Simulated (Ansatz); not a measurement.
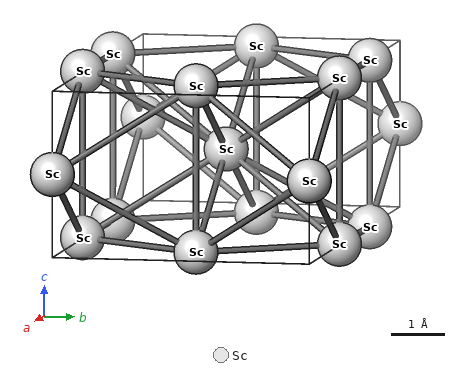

This is a symmetric starting cell of Sc. A ball-and-stick model of the conventional cell (2 times the calculation's cell), seen slightly off an axis. Lengths and directions refer to the drawn axes.

The calculation used DFT PBEsol, scalar-relativistic, plane waves, PAW in Ansatz 0.2.0. (plane-wave cutoff 420 eV; k-point mesh 10 × 10 × 14; occupations gaussian; smearing width 0.1 eV; no spin polarisation)

Now this is done to it. The cell is strained by +3.8 % along b, +2.7 % along [1 0 3], +2.0 % along [1 0 −2] (volume +8.8 %) and atoms are displaced by 0.13 Å relative to the cell: Sc1 0.13 Å in a general direction near [−1 0 3]. No relaxation follows. The starting cell wasn't computed here and needn't be at equilibrium, so pressure and forces aren't due to the change alone.

Input
```yaml
crystal:
  lattice:
    - [4.5054302432, -2.5963522608, 0.0148416452]
    - [4.5054302432, 2.5963522608, 0.0148416452]
    - [0.0072307811, 0.0, 3.2770127168]
  atoms:
    - { symbol: Sc, position: [0.3278821823, 0.3278821823, 1.0304088327] }
    - { symbol: Sc, position: [0.0, 0.0, 0.5] }
    - { symbol: Sc, position: [0.6721178177, 0.6721178177, -0.0304088327] }
basis:
  ecutwfc: 420
kpoints:
  mp_grid: { grid: [10, 10, 14] }
hamiltonian:
  xc: pbesol
scf:
  occupations: { method: gaussian, width: 0.1 }
output:
  forces: true
  stress: true
  eigenvalues: true
  populations: true
```

Launched with:
```bash
ansatz run input.yaml --threads 1 --pin off --max-ram 1331MiB --backend cpu --events-out ev --progress --plain --runs-dir out
```

### What does the calculation give for the changed structure?

The pressure is −4.1 GPa (not all of it need come from the change, since the unchanged cell can be under pressure at this level too). The principal stresses (compression positive) are −3.6 GPa along b, −4.0 GPa roughly along c, −4.5 GPa along [1 0 1]. The largest forces, 0.37 eV/Å, act on Sc1 and Sc3; on Sc3 it points along [−1 0 1]. The forces point partly back along the displacements (cosine −0.68). Some distances before and after: Sc–Sc 3.305 → 3.484 Å, Sc–Sc 2.938 → 3.107 Å, Sc–Sc 3.334 → 3.436 Å, Sc–Sc 3.319 → 3.397 Å. The space group stays C2/m (No. 12).

Drawn alike, the variant:

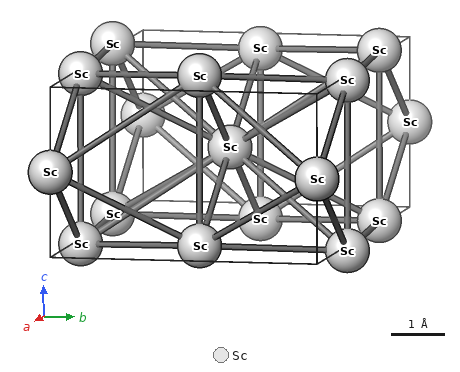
